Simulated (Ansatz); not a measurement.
# Geometry relaxation, with input and output: TaN (part 1 of 2)

- system: TaN (P-6m2, 2 atoms in the cell)
- method: DFT PBE, scalar-relativistic, plane waves, PAW, no spin polarisation (Ansatz 0.2.0)

The structure derives from an entry of the Crystallography Open Database. Figures and captions count atoms from 1; the log counts them from 0 in places.

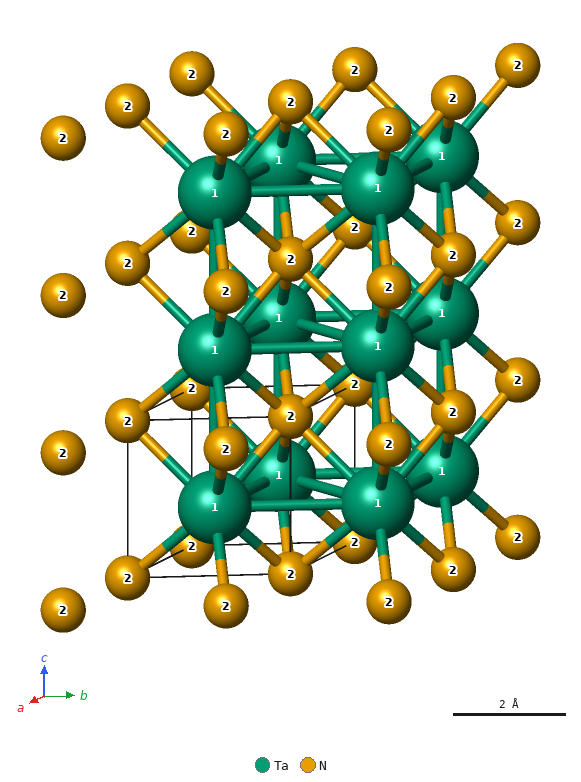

Fig. 1: The starting structure (ball-and-stick view of the cell of the calculation, repeated 2 × 2 × 3, seen slightly off an axis; atoms are numbered from 1 in the order of the input). An atom can appear more than once, as a periodic image. Near neighbours in the periodic cell (some may lie outside the picture): Ta has 6 N at 2.23 Å and 8 Ta at 2.88 to 2.94 Å; N has 6 Ta at 2.23 Å.

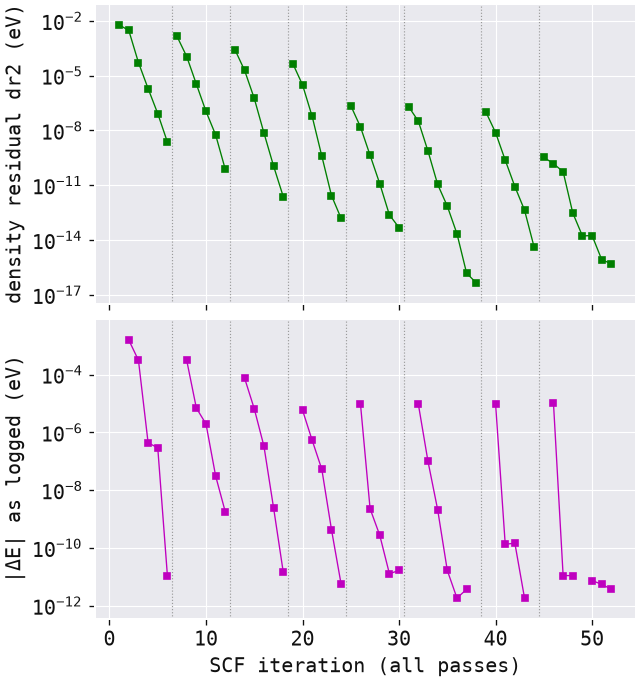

Fig. 2: Convergence of the self-consistent field: density residual dr2 and size of the energy change against the SCF iteration. The dotted lines part the SCF passes of the relaxation: geometry steps, rejected trials and re-solves on a re-selected basis. The 8 passes take 6 to 8 iterations each, 52 in all.

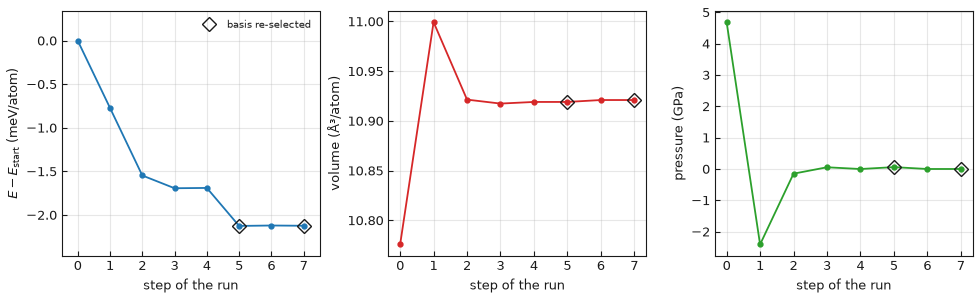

Fig. 3: Progress of the relaxation, step by step (the first geometry is step 0 here and step 1 in the log).

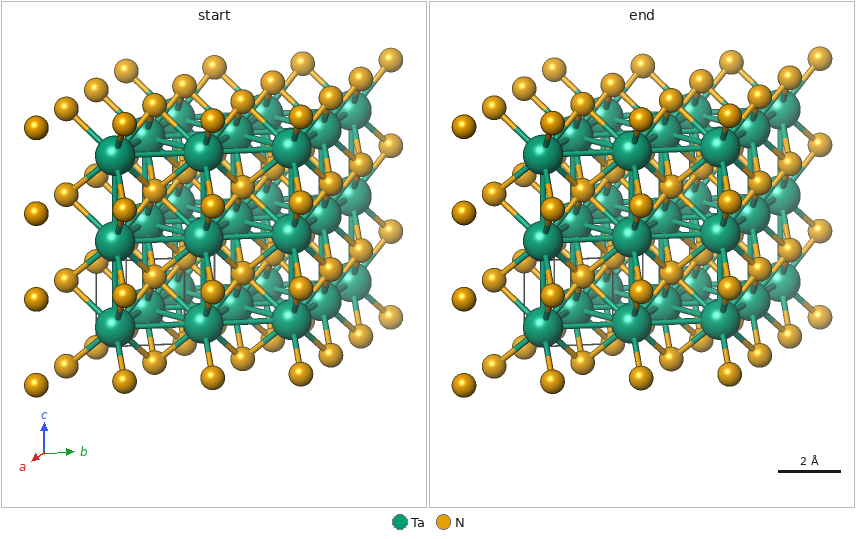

Fig. 4: Before (left) and after (right) the relaxation, at one scale (ball-and-stick view of the cell of the calculation, repeated 3 × 3 × 3, seen slightly off an axis). The atoms keep their places relative to the cell (all moves are under 0.005 Å). The drawn cell changes as follows: a = b 2.938 → 2.950 Å (+0.4 %), c 2.883 → 2.898 Å (+0.5 %); the volume changes by +1.3 %. Distances before and after: Ta1–Ta1 2.883 → 2.898 Å, Ta1–N2 2.226 → 2.236 Å. The space group stays P-6m2 (No. 187). Over 5 geometry steps the energy falls by 2.1 meV per atom. All forces vanish by symmetry, so only the cell relaxes. Pressure: 4.69 GPa at the start and 0.00 GPa at the end. 1 further SCF at an unchanged geometry re-selected the plane-wave basis for the new cell. The energy change given includes the shifts at the re-selections in mid-walk, which come without any move. A last SCF at the same geometry on a re-selected plane-wave basis shifts the energy by next to nothing (0.0 meV per atom). (Atoms are counted from 1 in the order of the input.)

The input that produced these results follows, with the program's output.

**The input**
```yaml
crystal:
  lattice:
    - [2.9379988584, 0.0, 0.0]
    - [-1.4689994292, 2.5443816477, 0.0]
    - [0.0, 0.0, 2.883]
  atoms:
    - { symbol: Ta, position: [0.3333333333, 0.6666666667, 0.5] }
    - { symbol: "N", position: [0.0, 0.0, 0.0] }
basis:
  ecutwfc: 420
kpoints:
  mp_grid: { grid: [18, 18, 14] }
hamiltonian:
  xc: pbe
scf:
  occupations: { method: gaussian, width: 0.1 }
output:
  forces: true
  stress: true
  eigenvalues: true
relax:
  adjacent_minimum: "off"
  f_tol: 0.005
  max_steps: 80
  cell: { stress_tol: 0.05 }
```

Launched with:
```bash
ansatz run input.yaml --threads 1 --pin off --max-ram 2560MiB --backend cpu --events-out ev --progress --plain --runs-dir out
```

**The program's output**
```
Engine: ansatz 0.2.0, x86_64-unknown-linux-gnu
Pseudopotentials: kind: paw
Pseudopotential: Ta, paw, valence charge 13, recommended cutoff 420 eV (normal), Ta.paw.azcp
Pseudopotential: N, paw, valence charge 5, recommended cutoff 420 eV (normal), N.paw.azcp
Functional definition: PBE
  parameter kappa = 0.804
  parameter beta = 0.06672455060314922
  exchange = pbe_x(kappa = kappa, mu = beta*pi^2/3)
  correlation = pbe_c(beta = beta)
Crystal: 2 atoms, lattice volume = 21.552 Å³
Basis set: ecut = 420 eV, 405 PW (Γ), exchange–correlation on 40×40×40 points (8 copies of the dense FFT grid, shifted against one another)
Bands: 13, of which v1, the nominal top of the filled ones, is band 9 counted from 1 (8 counted from 0)
Symmetry: 12 space group operations
Space group: P-6m2 (ITA 187), of the structure as read, at distance tolerance 2.8e-5 Å
k-points: 296 of 4536 (time reversal used)
Non-local potential: Ta, projectors of the file, l = 0: 3, l = 1: 2, l = 2: 2, l = 3: 1
Non-local potential: N, projectors of the file, l = 0: 2, l = 1: 2, l = 2: 1
PAW form: soft (Blöchl's): semilocal exchange-correlation on the pseudo side does not see the compensation charge
PAW one-centre angular grid: Ta, 590 points (default); XC on 64 Gauss nodes
PAW one-centre angular grid: N, 110 points (default); XC on 64 Gauss nodes
Initial density: superposition of atomic densities (neutral atoms: chi_scale 0, normalization atom), corrected by the library's trained network
Initial wavefunctions: pseudopotential atomic-orbital guess
Functional: x = pbe(κ = 0.804, μ = 0.2195149727645171), c = pbe(β = 0.06672455060314922)
SCF iter   1: F=—  HF=-10318.523324 eV  |F-HF|=—  |Δ(HF+E_count)|=         —  Δρ=7.95e-3  dr2=5.99e-3  ethr=1.77e-3  ⟨swp⟩=5.6  Hψ=19138  notcnv=0
preconditioner: auto → none  [metal: Δε(μ)=0.068 eV  Ē_g=11.042 eV  σ=0.100 eV  W_gap=0.37  n_scr=8 (ndim 8)  ℏωp=25.3 eV  f_vac=0.000  D(μ)=0.05/eV (n_scr^D=0)  sad-step TF]
SCF iter   2: F=—  HF=-10318.524900 eV  |F-HF|=—  |Δ(HF+E_count)|=   1.58e-3  Δρ=4.91e-3  dr2=2.96e-3  ethr=3.33e-5  ⟨swp⟩=2.0  Hψ=7056  notcnv=0
SCF iter   3: F=—  HF=-10318.525214 eV  |F-HF|=—  |Δ(HF+E_count)|=   3.14e-4  Δρ=8.09e-4  dr2=5.22e-5  ethr=1.64e-5  ⟨swp⟩=2.4  Hψ=5798  notcnv=0
SCF iter   4: F=—  HF=-10318.525213 eV  |F-HF|=—  |Δ(HF+E_count)|=   4.35e-7  Δρ=1.22e-4  dr2=1.96e-6  ethr=2.90e-7  ⟨swp⟩=2.0  Hψ=6439  notcnv=0
iter 5 did not close the SCF: its close was put off for the readings that it lacked (scf_convergence_deferred on its scf_iter line)
SCF iter   5: F=-10318.525213 eV  HF=-10318.525213 eV  |F-HF|=3.64e-8  |Δ(HF+E_count)|=   2.91e-7  Δρ=2.04e-5  dr2=8.37e-8  ethr=1.09e-8  ⟨swp⟩=2.2  Hψ=5358  notcnv=0
SCF iter   6: F=-10318.525213 eV  HF=-10318.525213 eV  |F-HF|=3.57e-10  |Δ(HF+E_count)|=  1.09e-11  Δρ=4.61e-6  dr2=2.32e-9  ethr=4.65e-10  ⟨swp⟩=3.0  Hψ=14393  notcnv=0
SCF 1 converged in 6 iterations: F = -10318.525213 eV  dr2 = 2.32e-9
  greatest PAW one-centre occupation: 0.999 electrons in one spin orbital (limit 2), on the Ta atom at site 0 (counted from 0), in its partial waves of l = 0
relax step   1: F+E_penalty+E_count = -10318.52521318 eV  Δ(F+E_penalty+E_count) = +0.000e0 eV  max|allowed force component| = 9.252e-17 eV/Å  Δτ_max = 0.0000 Å  P = +4.686 GPa  Ω = 21.552 Å³  (6 SCF iters, dr2 threshold 1.00e-7 eV, accepted)
Crystal: 2 atoms, lattice volume = 21.999 Å³
Initial density: handed on by an earlier stage of this run
Initial wavefunctions: those handed on with the density
iter 1 solved again at ethr=8.69e-6 eV; its pass at ethr=3.10e-3 eV (dr2=1.56e-3 eV) is discarded
SCF iter   1: F=—  HF=-10318.527059 eV  |F-HF|=—  |Δ(HF+E_count)|=         —  Δρ=2.70e-3  dr2=1.39e-3  ethr=8.69e-6  ⟨swp⟩=2.0  Hψ=23907  notcnv=0
preconditioner: auto → none  [metal: Δε(μ)=0.068 eV  Ē_g=10.870 eV  σ=0.100 eV  W_gap=0.37  n_scr=8 (ndim 8)  ℏωp=25.0 eV  f_vac=0.000  D(μ)=0.05/eV (n_scr^D=0)]
SCF iter   2: F=—  HF=-10318.526747 eV  |F-HF|=—  |Δ(HF+E_count)|=   3.12e-4  Δρ=7.65e-4  dr2=1.11e-4  ethr=7.71e-6  ⟨swp⟩=2.1  Hψ=4943  notcnv=0
SCF iter   3: F=—  HF=-10318.526754 eV  |F-HF|=—  |Δ(HF+E_count)|=   6.95e-6  Δρ=1.67e-4  dr2=3.43e-6  ethr=6.19e-7  ⟨swp⟩=2.0  Hψ=4903  notcnv=0
iter 4 did not close the SCF: its close was put off for the readings that it lacked (scf_convergence_deferred on its scf_iter line)
SCF iter   4: F=-10318.526756 eV  HF=-10318.526756 eV  |F-HF|=6.64e-8  |Δ(HF+E_count)|=   1.95e-6  Δρ=2.44e-5  dr2=1.10e-7  ethr=1.91e-8  ⟨swp⟩=2.3  Hψ=5343  notcnv=0
iter 5 did not close the SCF: its close was put off for the readings that it lacked (scf_convergence_deferred on its scf_iter line)
SCF iter   5: F=-10318.526756 eV  HF=-10318.526756 eV  |F-HF|=3.35e-9  |Δ(HF+E_count)|=   3.05e-8  Δρ=5.36e-6  dr2=5.68e-9  ethr=6.12e-10  ⟨swp⟩=2.7  Hψ=6204  notcnv=0
SCF iter   6: F=-10318.526756 eV  HF=-10318.526756 eV  |F-HF|=5.28e-11  |Δ(HF+E_count)|=   1.75e-9  Δρ=7.28e-7  dr2=7.35e-11  ethr=3.16e-11  ⟨swp⟩=2.0  Hψ=13189  notcnv=0
SCF 2 converged in 6 iterations: F = -10318.526756 eV  dr2 = 7.35e-11
relax step   2: F+E_penalty+E_count = -10318.52675620 eV  Δ(F+E_penalty+E_count) = -1.543e-3 eV  max|allowed force component| = 9.252e-17 eV/Å  Δτ_max = 0.0000 Å  P = -2.408 GPa  Ω = 21.999 Å³  energy of the carried Pulay correction = -1.269e-3 eV  (6 SCF iters, dr2 threshold 2.00e-7 eV, accepted)
Crystal: 2 atoms, lattice volume = 21.843 Å³
iter 1 solved again at ethr=1.22e-6 eV; its pass at ethr=3.10e-3 eV (dr2=2.19e-4 eV) is discarded
SCF iter   1: F=—  HF=-10318.528374 eV  |F-HF|=—  |Δ(HF+E_count)|=         —  Δρ=1.15e-3  dr2=2.61e-4  ethr=1.22e-6  ⟨swp⟩=2.0  Hψ=24158  notcnv=0
preconditioner: auto → none  [metal: Δε(μ)=0.065 eV  Ē_g=10.934 eV  σ=0.100 eV  W_gap=0.35  n_scr=8 (ndim 8)  ℏωp=25.1 eV  f_vac=0.000  D(μ)=0.05/eV (n_scr^D=0)]
SCF iter   2: F=—  HF=-10318.528299 eV  |F-HF|=—  |Δ(HF+E_count)|=   7.49e-5  Δρ=3.54e-4  dr2=1.92e-5  ethr=1.22e-6  ⟨swp⟩=2.3  Hψ=5466  notcnv=0
SCF iter   3: F=—  HF=-10318.528306 eV  |F-HF|=—  |Δ(HF+E_count)|=   6.55e-6  Δρ=7.79e-5  dr2=5.65e-7  ethr=1.07e-7  ⟨swp⟩=2.2  Hψ=5142  notcnv=0
iter 4 did not close the SCF: its close was put off for the readings that it lacked (scf_convergence_deferred on its scf_iter line)
SCF iter   4: F=-10318.528306 eV  HF=-10318.528306 eV  |F-HF|=3.79e-9  |Δ(HF+E_count)|=   3.34e-7  Δρ=7.44e-6  dr2=7.36e-9  ethr=3.14e-9  ⟨swp⟩=2.4  Hψ=5407  notcnv=0
iter 5 did not close the SCF: its close was put off for the readings that it lacked (scf_convergence_deferred on its scf_iter line)
SCF iter   5: F=-10318.528306 eV  HF=-10318.528306 eV  |F-HF|=2.00e-11  |Δ(HF+E_count)|=   2.43e-9  Δρ=8.31e-7  dr2=1.13e-10  ethr=4.09e-11  ⟨swp⟩=2.3  Hψ=6091  notcnv=0
SCF iter   6: F=-10318.528306 eV  HF=-10318.528306 eV  |F-HF|=1.82e-12  |Δ(HF+E_count)|=  1.46e-11  Δρ=1.58e-7  dr2=2.43e-12  ethr=1.00e-12  ⟨swp⟩=1.0  Hψ=11021  notcnv=0
SCF 3 converged in 6 iterations: F = -10318.528306 eV  dr2 = 2.43e-12
relax step   3: F+E_penalty+E_count = -10318.52830636 eV  Δ(F+E_penalty+E_count) = -1.550e-3 eV  max|allowed force component| = 1.295e-16 eV/Å  Δτ_max = 0.0000 Å  P = -0.149 GPa  Ω = 21.843 Å³  energy of the carried Pulay correction = -8.255e-4 eV  (6 SCF iters, dr2 threshold 2.00e-7 eV, accepted)
Crystal: 2 atoms, lattice volume = 21.835 Å³
iter 1 solved again at ethr=1.53e-7 eV; its pass at ethr=3.10e-3 eV (dr2=2.75e-5 eV) is discarded
SCF iter   1: F=—  HF=-10318.528606 eV  |F-HF|=—  |Δ(HF+E_count)|=         —  Δρ=4.67e-4  dr2=4.47e-5  ethr=1.53e-7  ⟨swp⟩=2.2  Hψ=23588  notcnv=0
preconditioner: auto → none  [metal: Δε(μ)=0.067 eV  Ē_g=10.941 eV  σ=0.100 eV  W_gap=0.37  n_scr=8 (ndim 8)  ℏωp=25.1 eV  f_vac=0.000  D(μ)=0.05/eV (n_scr^D=0)]
SCF iter   2: F=—  HF=-10318.528600 eV  |F-HF|=—  |Δ(HF+E_count)|=   5.85e-6  Δρ=1.54e-4  dr2=3.12e-6  ethr=1.53e-7  ⟨swp⟩=3.0  Hψ=6465  notcnv=0
iter 3 did not close the SCF: its close was put off for the readings that it lacked (scf_convergence_deferred on its scf_iter line)
SCF iter   3: F=-10318.528599 eV  HF=-10318.528599 eV  |F-HF|=4.43e-8  |Δ(HF+E_count)|=   5.28e-7  Δρ=3.23e-5  dr2=5.80e-8  ethr=1.73e-8  ⟨swp⟩=2.4  Hψ=5399  notcnv=0
iter 4 did not close the SCF: its close was put off for the readings that it lacked (scf_convergence_deferred on its scf_iter line)
SCF iter   4: F=-10318.528599 eV  HF=-10318.528599 eV  |F-HF|=3.29e-10  |Δ(HF+E_count)|=   5.22e-8  Δρ=2.31e-6  dr2=3.92e-10  ethr=3.22e-10  ⟨swp⟩=2.6  Hψ=5871  notcnv=0
iter 5 did not close the SCF: its close was put off for the readings that it lacked (scf_convergence_deferred on its scf_iter line)
SCF iter   5: F=-10318.528599 eV  HF=-10318.528599 eV  |F-HF|=5.46e-12  |Δ(HF+E_count)|=  4.26e-10  Δρ=2.03e-7  dr2=2.74e-12  ethr=2.18e-12  ⟨swp⟩=2.2  Hψ=5670  notcnv=0
SCF iter   6: F=-10318.528599 eV  HF=-10318.528599 eV  |F-HF|=3.64e-12  |Δ(HF+E_count)|=  5.46e-12  Δρ=3.13e-8  dr2=1.54e-13  ethr=1.00e-12  ⟨swp⟩=1.0  Hψ=8880  notcnv=0
SCF 4 converged in 6 iterations: F = -10318.528599 eV  dr2 = 1.54e-13
relax step   4: F+E_penalty+E_count = -10318.52859924 eV  Δ(F+E_penalty+E_count) = -2.929e-4 eV  max|allowed force component| = 5.551e-17 eV/Å  Δτ_max = 0.0000 Å  P = +0.055 GPa  Ω = 21.835 Å³  energy of the carried Pulay correction = -8.059e-4 eV  (6 SCF iters, dr2 threshold 2.00e-7 eV, accepted)
Crystal: 2 atoms, lattice volume = 21.838 Å³
iter 1 solved again at ethr=1.08e-9 eV; its pass at ethr=3.10e-3 eV (dr2=1.95e-7 eV) is discarded
```
